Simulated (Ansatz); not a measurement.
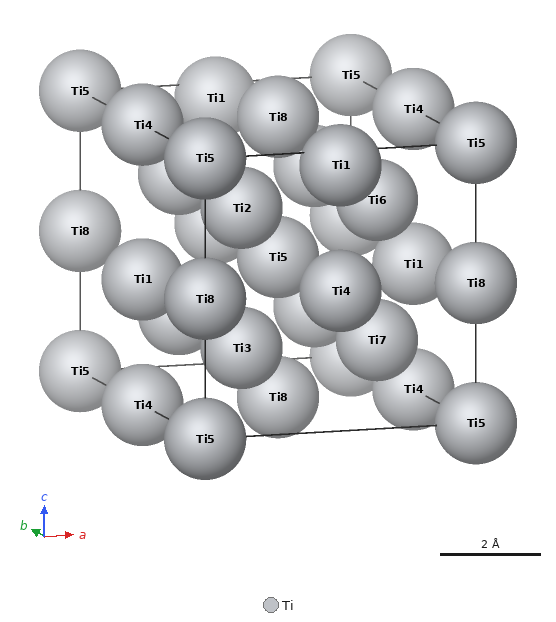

The input geometry of run A (spheres-only view of the cell 2 times as large as that of the calculation, set on its symmetry axes, seen slightly off an axis; atoms are numbered from 1 in the order of the input). An atom can appear more than once, as a periodic image.

# Ti: one change and its effect

System: Ti (Imm2, 8 atoms in the cell).
Method of run A: DFT PBEsol, scalar-relativistic, plane waves, PAW, no spin polarisation (Ansatz 0.2.0).

The structure derives from an entry of the Crystallography Open Database. Text and figures count atoms from 1; the logs count them from 0 in places.

### Input, run A
```yaml
crystal:
  lattice:
    - [4.06, -4.06, 0.0]
    - [4.06, 0.0, 4.06]
    - [0.0, -4.06, 4.06]
  atoms:
    - { symbol: Ti, position: [0.5, -0.0522492695, 0.0522492695] }
    - { symbol: Ti, position: [0.5, 0.0, 0.5] }
    - { symbol: Ti, position: [0.5, 0.5, 0.0] }
    - { symbol: Ti, position: [0.5, 0.5, 0.5] }
    - { symbol: Ti, position: [0.0, 0.0, 0.0] }
    - { symbol: Ti, position: [0.0, 0.0, 0.5] }
    - { symbol: Ti, position: [0.0, 0.5, 0.0] }
    - { symbol: Ti, position: [0.0, 0.5, 0.5] }
basis:
  ecutwfc: 420
kpoints:
  mp_grid: { grid: [10, 10, 10] }
hamiltonian:
  xc: pbesol
scf:
  occupations: { method: gaussian, width: 0.15 }
output:
  forces: true
  stress: true
  eigenvalues: true
```

Command:
```bash
ansatz run input.yaml --threads 2 --pin off --max-ram 5120MiB --backend cpu --events-out ev --progress --plain --runs-dir out
```

Hardware: 2 threads of Intel Xeon (Granite Rapids), 192 GiB of memory available, shared host.

### Output, shortened to warnings, some set-up lines, iterations and results (run A)
```
Basis set: ecut = 420 eV, 2685 PW (Γ), exchange–correlation on 80×80×80 points (8 copies of the dense FFT grid, shifted against one another)
Symmetry: 4 space group operations
k-points: 171 of 1000 (time reversal used)
Initial density: superposition of atomic densities (neutral atoms: chi_scale 0, normalization atom), corrected by the library's trained network
[...]
SCF iter   1: F=—  HF=-19790.605644 eV  |F-HF|=—  |Δ(HF+E_count)|=         —  Δρ=7.12e-3  dr2=5.03e-2  ethr=1.77e-3  ⟨swp⟩=5.4  Hψ=37748  notcnv=0
SCF iter   2: F=—  HF=-19790.591251 eV  |F-HF|=—  |Δ(HF+E_count)|=   1.44e-2  Δρ=3.24e-3  dr2=1.02e-2  ethr=5.23e-5  ⟨swp⟩=2.0  Hψ=13934  notcnv=0  defer=1
SCF iter   3: F=—  HF=-19790.589001 eV  |F-HF|=—  |Δ(HF+E_count)|=   2.25e-3  Δρ=5.69e-4  dr2=2.48e-4  ethr=1.06e-5  ⟨swp⟩=2.7  Hψ=17421  notcnv=0  defer=1
SCF iter   4: F=—  HF=-19790.589034 eV  |F-HF|=—  |Δ(HF+E_count)|=   3.26e-5  Δρ=1.16e-4  dr2=1.66e-5  ethr=2.59e-7  ⟨swp⟩=2.1  Hψ=12773  notcnv=0  defer=1
SCF iter   5: F=—  HF=-19790.589036 eV  |F-HF|=—  |Δ(HF+E_count)|=   2.36e-6  Δρ=3.29e-5  dr2=1.66e-6  ethr=1.73e-8  ⟨swp⟩=2.7  Hψ=17262  notcnv=0  defer=3
SCF iter   6: F=-19790.589036 eV  HF=-19790.589036 eV  |F-HF|=2.56e-8  |Δ(HF+E_count)|=   2.68e-7  Δρ=6.34e-6  dr2=5.72e-8  ethr=1.04e-10  ⟨swp⟩=5.5  Hψ=36353  notcnv=0
SCF 1 converged in 6 iterations: F = -19790.589036 eV  dr2 = 5.72e-8
SCF converged after 6 iterations
Free energy (F): -19790.589036 eV
Harris-Foulkes:  -19790.589036 eV  (|F-HF|=2.56e-8)
Internal energy: -19790.444048 eV  (E = F + TS)
E sigma→0 (E₀):  -19790.516542 eV
Entropy (-TS):   -0.144988 eV (-18.123 meV/atom)
Fermi energy:    13.733453 eV
--- Per-component energies (eV) ---
  E_band       = -1198.479495
  E_kinetic    = 2186.998973
  E_local      = -6383.604491  (includes V_loc(G=0)·N_el)
  E_nonlocal   = 76.696257
  E_hartree    = 2631.391885
  E_xc         = -775.542530
  E_vxc        = -974.642775  (∫ρ·V_xc dr)
  E_paw        = -8181.533203  (= ΣΔE_a)
  E_vpaw       = -1366.711049  (= ΣTr[D̂ρ^β])
  E_aug_tail   = 0.000838  (compensation charges beyond the density's cutoff)
  E_ewald      = -9345.966852
  E_core_change = 1.115074  (= ΣΔE_core)
  E_smearing   = -0.144988  (= −TS)
  E_closure    = -0.000000  (closes the sum)
  Σ components = -19790.589036   (vs F -19790.589036, Δ=0.00e0)
--- Forces (eV/Å), atoms counted from 1 ---
  atom   1  Ti     1.11741639     1.11741639     0.00000000
  atom   2  Ti    -0.09047484    -0.26617082     0.20189629
  atom   3  Ti    -0.26617082    -0.09047484    -0.20189629
  atom   4  Ti    -0.56022086    -0.56022086     0.00000000
  atom   5  Ti    -0.06247867    -0.06247867     0.00000000
  atom   6  Ti    -0.26617082    -0.09047484     0.20189629
  atom   7  Ti    -0.09047484    -0.26617082    -0.20189629
  atom   8  Ti     0.21858641     0.21858641     0.00000000
  max |Σ_I F_I| component: 1.19e-5 eV/Å
--- Stress (GPa, compression-positive) ---
        0.501105       0.579012       0.000000
        0.579012       0.501105       0.000000
        0.000000       0.000000       0.086129
  P = ⅓ Tr σ = 0.3628 GPa (3.628 kbar)
```

For run B the input was changed thus:
```diff
-    - { symbol: Ti, position: [0.5, -0.0522492695, 0.0522492695] }
+    - { symbol: Ti, position: [0.5, -0.0313495617, 0.0313495617] }
```

How does run B compare with run A?

With the same functional and potentials, run B lies 17.6 meV per atom lower. The pressure goes from 0.36 to −0.05 GPa. The largest force goes from 1.580 to 0.806 eV/Å. The number of SCF iterations is the same.

### Output, shortened to warnings, some set-up lines, iterations and results (run B)
```
Basis set: ecut = 420 eV, 2685 PW (Γ), exchange–correlation on 80×80×80 points (8 copies of the dense FFT grid, shifted against one another)
Symmetry: 4 space group operations
k-points: 171 of 1000 (time reversal used)
Initial density: superposition of atomic densities (neutral atoms: chi_scale 0, normalization atom), corrected by the library's trained network
[...]
SCF iter   1: F=—  HF=-19790.746256 eV  |F-HF|=—  |Δ(HF+E_count)|=         —  Δρ=6.84e-3  dr2=4.57e-2  ethr=1.77e-3  ⟨swp⟩=5.4  Hψ=37488  notcnv=0
SCF iter   2: F=—  HF=-19790.732021 eV  |F-HF|=—  |Δ(HF+E_count)|=   1.42e-2  Δρ=3.03e-3  dr2=8.91e-3  ethr=4.76e-5  ⟨swp⟩=2.1  Hψ=14237  notcnv=0
SCF iter   3: F=—  HF=-19790.729967 eV  |F-HF|=—  |Δ(HF+E_count)|=   2.05e-3  Δρ=5.04e-4  dr2=1.61e-4  ethr=9.28e-6  ⟨swp⟩=2.9  Hψ=19319  notcnv=0
SCF iter   4: F=—  HF=-19790.730008 eV  |F-HF|=—  |Δ(HF+E_count)|=   4.08e-5  Δρ=9.12e-5  dr2=8.36e-6  ethr=1.68e-7  ⟨swp⟩=2.0  Hψ=12691  notcnv=0
SCF iter   5: F=—  HF=-19790.730009 eV  |F-HF|=—  |Δ(HF+E_count)|=   1.49e-6  Δρ=2.48e-5  dr2=7.40e-7  ethr=8.71e-9  ⟨swp⟩=3.0  Hψ=20318  notcnv=0  defer=2
SCF iter   6: F=-19790.730009 eV  HF=-19790.730009 eV  |F-HF|=1.51e-8  |Δ(HF+E_count)|=   1.71e-7  Δρ=4.78e-6  dr2=2.90e-8  ethr=1.04e-10  ⟨swp⟩=7.0  Hψ=35371  notcnv=0
SCF 1 converged in 6 iterations: F = -19790.730009 eV  dr2 = 2.90e-8
SCF converged after 6 iterations
Free energy (F): -19790.730009 eV
Harris-Foulkes:  -19790.730009 eV  (|F-HF|=1.51e-8)
Internal energy: -19790.583959 eV  (E = F + TS)
E sigma→0 (E₀):  -19790.656984 eV
Entropy (-TS):   -0.146050 eV (-18.256 meV/atom)
Fermi energy:    13.736015 eV
--- Per-component energies (eV) ---
  E_band       = -1198.458463
  E_kinetic    = 2186.080807
  E_local      = -6356.587822  (includes V_loc(G=0)·N_el)
  E_nonlocal   = 76.293318
  E_hartree    = 2618.170018
  E_xc         = -775.373339
  E_vxc        = -974.413687  (∫ρ·V_xc dr)
  E_paw        = -8181.206091  (= ΣΔE_a)
  E_vpaw       = -1366.175233  (= ΣTr[D̂ρ^β])
  E_aug_tail   = 0.000841  (compensation charges beyond the density's cutoff)
  E_ewald      = -9359.076767
  E_core_change = 1.115074  (= ΣΔE_core)
  E_smearing   = -0.146050  (= −TS)
  E_closure    = 0.000000  (closes the sum)
  Σ components = -19790.730009   (vs F -19790.730009, Δ=0.00e0)
--- Forces (eV/Å), atoms counted from 1 ---
  atom   1  Ti     0.57020092     0.57020092     0.00000000
  atom   2  Ti    -0.03702873    -0.15262788     0.09982364
  atom   3  Ti    -0.15262788    -0.03702873    -0.09982364
  atom   4  Ti    -0.27387576    -0.27387576     0.00000000
  atom   5  Ti    -0.05201979    -0.05201979     0.00000000
  atom   6  Ti    -0.15262788    -0.03702873     0.09982364
  atom   7  Ti    -0.03702873    -0.15262788    -0.09982364
  atom   8  Ti     0.13500696     0.13500696     0.00000000
  max |Σ_I F_I| component: 8.85e-7 eV/Å
--- Stress (GPa, compression-positive) ---
        0.009345       0.216394       0.000000
        0.216394       0.009345       0.000000
        0.000000       0.000000      -0.171742
  P = ⅓ Tr σ = -0.0510 GPa (-0.510 kbar)
```

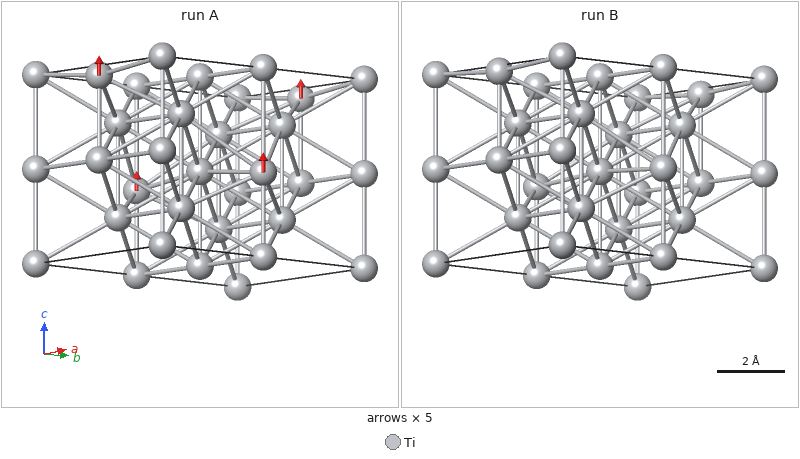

The two input geometries at one scale (ball-and-stick view of the cell 2 times as large as that of the calculation, set on its symmetry axes, seen at an oblique angle). The red arrows on the first give the shifts of the atoms relative to the cell, magnified 5 times. A Ti atom moves most: 0.12 Å. The cell doesn't change. Among the contacts that change: Ti–Ti 3.171 → 3.051 Å, Ti–Ti 2.571 → 2.691 Å, Ti–Ti 3.032 → 2.965 Å, Ti–Ti 2.733 → 2.785 Å.

### The two runs side by side

| quantity | run A | run B |
| --- | --- | --- |
| outcome | converged | converged |
| free energy per atom (eV) | −2473.8236 | −2473.8413 |
| energy per atom, smearing taken to zero (eV) | −2473.8146 | −2473.8321 |
| gap on the mesh (eV) | 0.00 | 0.00 |
| pressure (GPa) | 0.36 | −0.05 |
| largest force (eV/Å) | 1.580 | 0.806 |
| SCF iterations | 6 | 6 |
| irreducible k-points | 171 | 171 |
| plane waves at Γ | 2685 | 2685 |
| wall time (shared host) | 26 s | 26 s |
